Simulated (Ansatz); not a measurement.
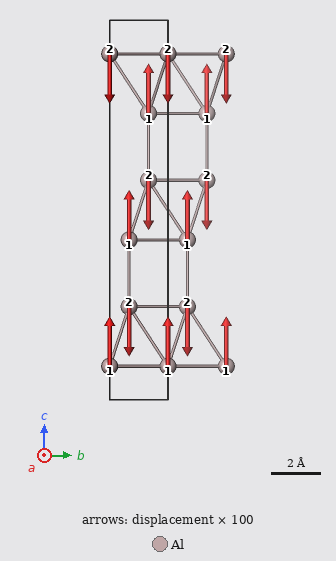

A relaxation of solid Al (built on the O_166 type). The starting structure is drawn; red arrows show the displacements (the part carried along by the change of the cell is left out), 100 times their true length.

Style: ball-and-stick. Shown: the conventional cell (3 times the calculation's cell), repeated 1 × 2 × 1 with one cell outlined, along the a axis. Lengths and directions refer to the drawn axes.

Case: O type (R-3m, No. 166).

All numbers below come from DFT PBE, scalar-relativistic, plane waves, PAW in Ansatz.

The input:
```yaml
crystal:
  lattice:
    - [1.3983456188, 0.8073352194, 5.2509764386]
    - [-1.3983456188, 0.8073352194, 5.2509764386]
    - [0.0, -1.6146704388, 5.2509764386]
  atoms:
    - { symbol: Al, position: [0.0880526704, 0.0880526704, 0.0880526704] }
    - { symbol: Al, position: [0.9119473296, 0.9119473296, 0.9119473296] }
basis:
  ecutwfc: 420
kpoints:
  mp_grid: { grid: [24, 24, 24] }
hamiltonian:
  xc: pbe
scf:
  occupations: { method: gaussian, width: 0.1 }
output:
  forces: true
  stress: true
  eigenvalues: true
relax:
  adjacent_minimum: "off"
  f_tol: 0.01
  max_steps: 80
  cell: { stress_tol: 0.05 }
```

> What did the optimiser do to the structure, and how much energy did it gain?

The largest moves relative to the cell, 0.021 Å, are those of Al1 and Al2. Al1 goes along +c. The drawn cell changes as follows: a = b 2.797 → 2.845 Å (+1.7 %), c 15.753 → 15.172 Å (−3.7 %); the volume changes by −0.3 %. Near-neighbour distances that change, for instance: Al1–Al2 2.957 → 2.862 Å, Al1–Al2 (another image) 2.774 → 2.713 Å, Al1–Al1 2.797 → 2.845 Å. The space group stays R-3m (No. 166). Over 4 accepted moves (5 points after the start) the energy falls by 19.1 meV per cell of the calculation. Largest force component: 0.1 eV/Å at the start, 0.0029 eV/Å at the end. Pressure: −0.07 GPa at the start and 0.02 GPa at the end. The SCF was repeated once at an unchanged geometry on a basis and grid sized afresh for the cell, which shifted the energy by 0.2 meV per cell of the calculation at most. The run took of the order of 2.4 core-minutes on a shared host.
